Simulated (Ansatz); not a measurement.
SiNi$_{3}$ (slab)

Input file:

```
crystal:
  lattice:
    - [4.894940691, 0.0, 0.0]
    - [-2.4474703455, 4.2391429884, 0.0]
    - [0.0, 0.0, 22.995053507]
  atoms:
    - { symbol: Si, position: [0.6666666667, 0.3333333333, 0.369644715] }
    - { symbol: Ni, position: [0.1666666667, 0.8333333333, 0.369644715] }
    - { symbol: Ni, position: [0.1666666667, 0.3333333333, 0.369644715] }
    - { symbol: Ni, position: [0.6666666667, 0.8333333333, 0.369644715] }
    - { symbol: Si, position: [0.3333333333, 0.6666666667, 0.4565482383] }
    - { symbol: Ni, position: [0.8333333333, 0.1666666667, 0.4565482383] }
    - { symbol: Ni, position: [0.8333333333, 0.6666666667, 0.4565482383] }
    - { symbol: Ni, position: [0.3333333333, 0.1666666667, 0.4565482383] }
    - { symbol: Si, position: [0.0, 0.0, 0.5434517617] }
    - { symbol: Ni, position: [0.5, 0.5, 0.5434517617] }
    - { symbol: Ni, position: [0.5, 0.0, 0.5434517617] }
    - { symbol: Ni, position: [0.0, 0.5, 0.5434517617] }
    - { symbol: Si, position: [0.6666666667, 0.3333333333, 0.630355285] }
    - { symbol: Ni, position: [0.1666666667, 0.8333333333, 0.630355285] }
    - { symbol: Ni, position: [0.1666666667, 0.3333333333, 0.630355285] }
    - { symbol: Ni, position: [0.6666666667, 0.8333333333, 0.630355285] }
basis:
  ecutwfc: 420
kpoints:
  mp_grid: { grid: [6, 6, 1] }
hamiltonian:
  xc: pbesol
scf:
  occupations: { method: gaussian, width: 0.1 }
output:
  forces: true
  eigenvalues: true
  write_density: true
  write_potential: true
  elf: true
  volumetric_format: npy
relax:
  adjacent_minimum: "off"
  f_tol: 0.03
  max_steps: 70
  constraints: [{ sites: [0, 1, 2, 3, 4, 5, 6, 7] }]
efield:
  axis: 3
  dipole_correction: true
  ramp_width: 0.04
```

Launched as:

```sh
ansatz run input.yaml --threads 4 --pin off --max-ram 10240MiB --backend cpu --events-out ev --progress --plain --runs-dir out
```

The fields are those of the relaxed geometry.

Computed without spin polarisation.

Theory: DFT PBEsol, scalar-relativistic, plane waves, PAW in Ansatz.

In a PAW calculation such maps are meaningful between the atoms, not at the nuclei.

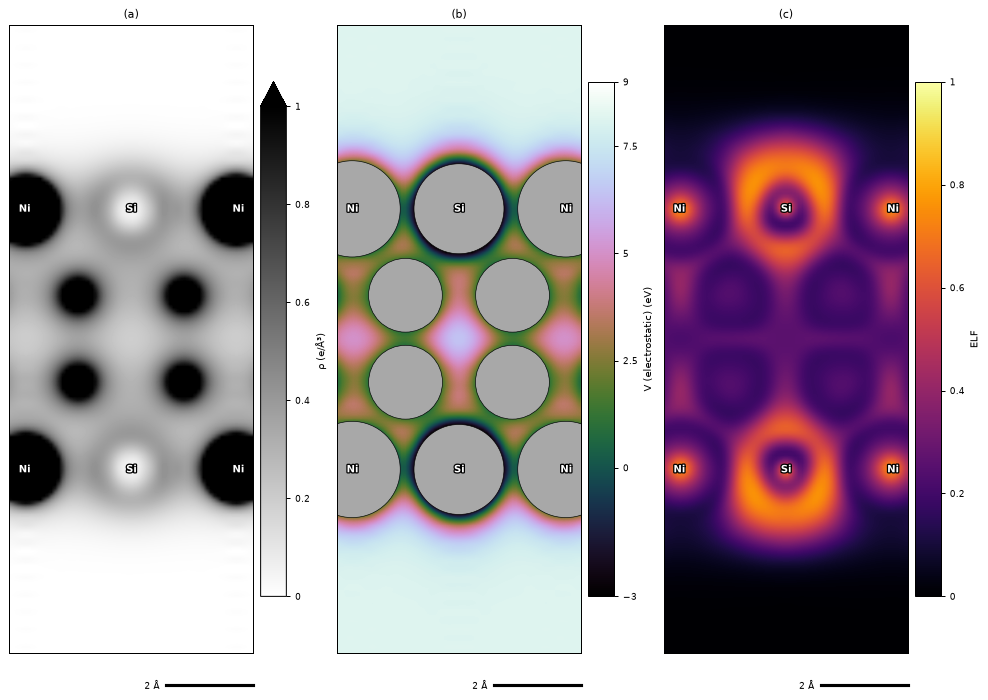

Figure 1. (a) valence charge density (pseudo); (b) electrostatic potential (local pseudopotential plus Hartree) felt by an electron; (c) ELF on the (100) plane of the calculation cell, a cut from vacuum to vacuum. Grey discs cover the atomic cores in the potential map.

**What does the map show?**

The section cuts through Si and Ni sites.
Atoms just off the plane (Ni, 0.7 Å away) can leave unmarked features too.
Si–Ni (2.45 Å): the density is about 0.39 e/Å³ at the midpoint; the ELF peaks at about 0.70 in the valence shell of Si, 0.9 Å from its nucleus, and is about 0.45 at the midpoint.
The density dies away to nearly zero in the vacuum.
The features right at Ni lie inside the PAW spheres, where the map follows smoothed inner orbitals and isn't to be read closely.
Outside the cores the potential energy rises away from the atoms and is highest in the vacuum; its zero is arbitrary.

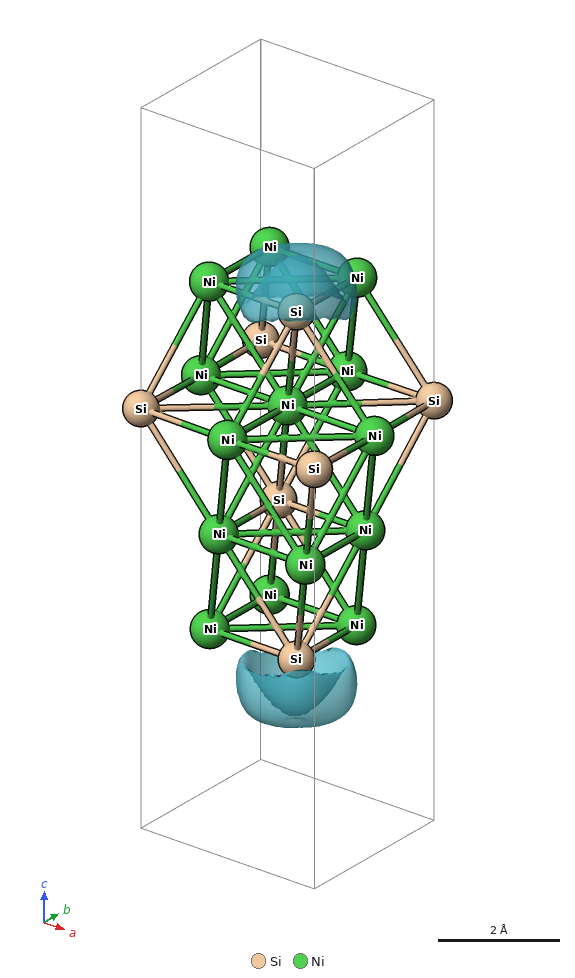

Figure 2. Isosurface of the ELF at 0.7 (cyan), seen at an oblique angle. Only the valence region is drawn (cores and ρ < 0.01 e/Å³ removed). Sticks mark near contacts.

**Identify the bonds, lone pairs and shells in this picture.**

The ELF exceeds this value in two regions wrapped around Si (the valence shell of each), counted in one cell of 16 atoms. Counts are for one cell; the picture repeats the cell along the surface. Along the contacts the grid gives the following. Si–Ni (2.41 Å): the ELF peaks at about 0.65 in the valence shell of Si, 0.9 Å from its nucleus, and is about 0.40 at the midpoint. Ni–Ni (2.42 Å): the ELF is about 0.25 at the midpoint; no shared electron pair shows on this line.

**Does the calculation make it a metal, or give it a gap?**

It is gapless in this calculation (a metal or semimetal).
